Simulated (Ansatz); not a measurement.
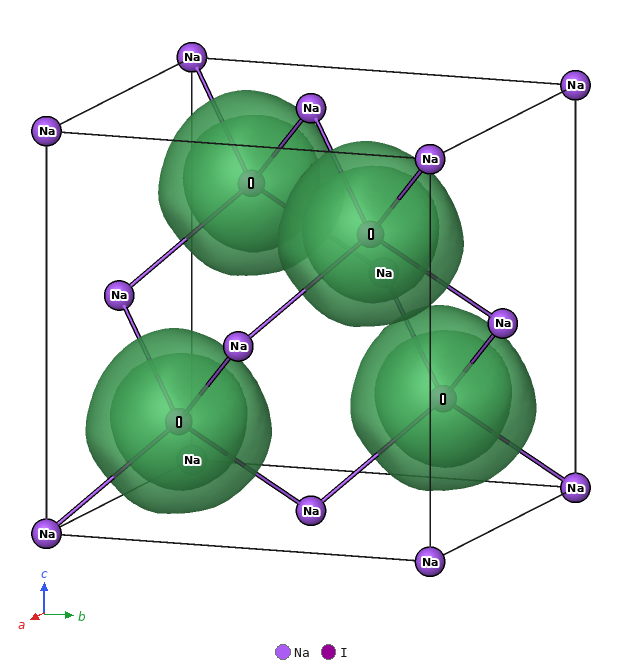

Figure. NaI. Isosurface of the ELF at 0.75 (green), seen slightly off an axis. Core shells and regions of very low density are left out. Sticks mark near contacts.

Space group F-43m; started from the zincblende prototype, which need not be the ambient phase.

Method: DFT, r2SCAN+rVV10, plane waves, PAW in Ansatz 0.2.0.

Core electrons are frozen (PAW), and the valence fields are smoothed inside the atomic spheres.

Describe the localisation domains.

Answer. At this value the surface marks out four regions wrapped around I (the valence shell of each), counted in one cell of 8 atoms. Regions shared between cells count once. Along the contacts the grid gives the following. Na–I (3.04 Å): the ELF peaks at about 0.80 in the valence shell of I, 1.3 Å from its nucleus, and falls to about 0 next to Na; a closed-shell, largely ionic contact.

Does the calculation make it a metal, or give it a gap?

Answer. It is gapped, with a Kohn–Sham gap of 4.3 eV on the k-point mesh (the band edges may lie off the mesh, which would make the gap smaller).
